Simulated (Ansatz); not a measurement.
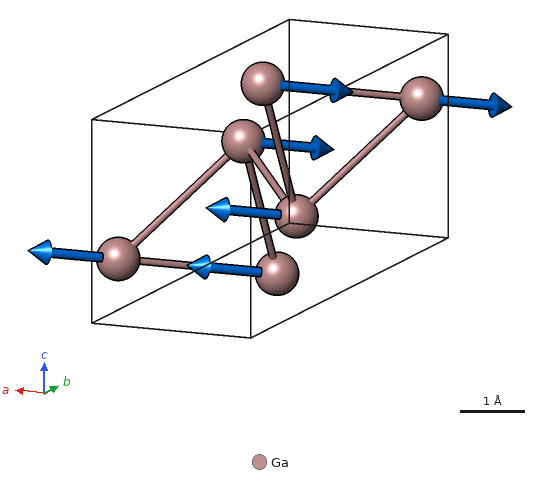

The lowest optical mode of a crystal of Ga, space group Cmcm (No. 63), at the zone centre. The blue arrows give the relative displacements of the atoms. A ball-and-stick model of the conventional cell (2 times the calculation's cell), seen from a free direction. Lengths and directions refer to the drawn axes.

Level of theory: Ansatz, DFT PBEsol, scalar-relativistic, plane waves, PAW. (plane-wave cutoff 420 eV; k-point mesh 16 × 16 × 14; occupations fermi dirac; smearing width 0.15 eV; no spin polarisation)

The frequencies depend somewhat on the k-mesh and the smearing.

> Is this crystal at a minimum with respect to the drawn distortion?

Yes: this softest mode has a real frequency, and so have all others here. That speaks for this wave vector alone: the rest of the zone wasn't checked in this run. This is the B₁g mode at 47 cm⁻¹, the lowest optical level, Raman-active by symmetry. All motion is along a; atoms of one kind move against one another, with no net shift of their sublattice.
